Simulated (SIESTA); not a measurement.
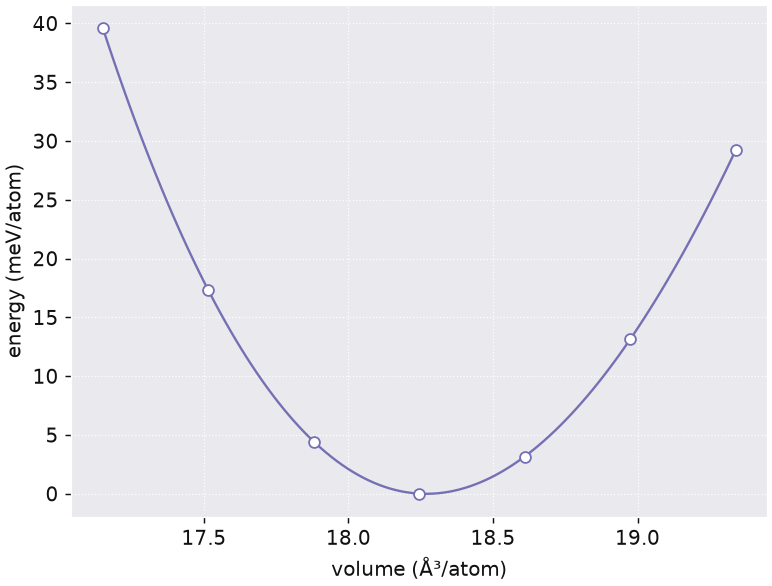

Plotted: energy against volume for WS₂, space group P6_3/mmc (No. 194).

Starting cell:
```
W S
1.0
     3.18000    0.00000    0.00000
    -1.59000    2.75396    0.00000
     0.00000    0.00000   12.50000
W S
2 4
Direct
  0.66667 0.33333 0.75000
  0.33333 0.66667 0.25000
  0.66667 0.33333 0.37500
  0.33333 0.66667 0.87500
  0.66667 0.33333 0.12500
  0.33333 0.66667 0.62500
```

Method: DFT in numerical atomic orbitals with pseudopotentials, no spin polarisation; energies at scaled volumes of the given cell, shape and fractions fixed, counted from the fit's minimum, third-order Birch-Murnaghan fit (SIESTA 5.4.2). Level: PBEsol.

- k mesh: 10×10×3
- occupations: Fermi–Dirac
- smearing width: 0.05 eV
- potentials: PseudoDojo 0.4 standard, converted to PSML, two zetas on semicore shells
- program settings: basis DZP, mesh cutoff 800 Ry

From this curve and the settings, what does the calculation give for the pressure at the same points?

The pressure falls from 12.01 GPa at volume 17.15 Å³/atom to −8.31 GPa at 19.34 Å³/atom, and changes sign near 18.27 Å³/atom.

```
volume (Å³/atom)  pressure (GPa)
           17.15           12.01
           17.52            7.66
           17.88            3.72
           18.25            0.22
           18.61           -2.91
           18.97           -5.79
           19.34           -8.31
```

Caveats: mulliken charges of long orbitals; short basis over semicore shells; shape and atomic fractions are frozen while scaling, which makes layered, chain and framework solids too stiff.
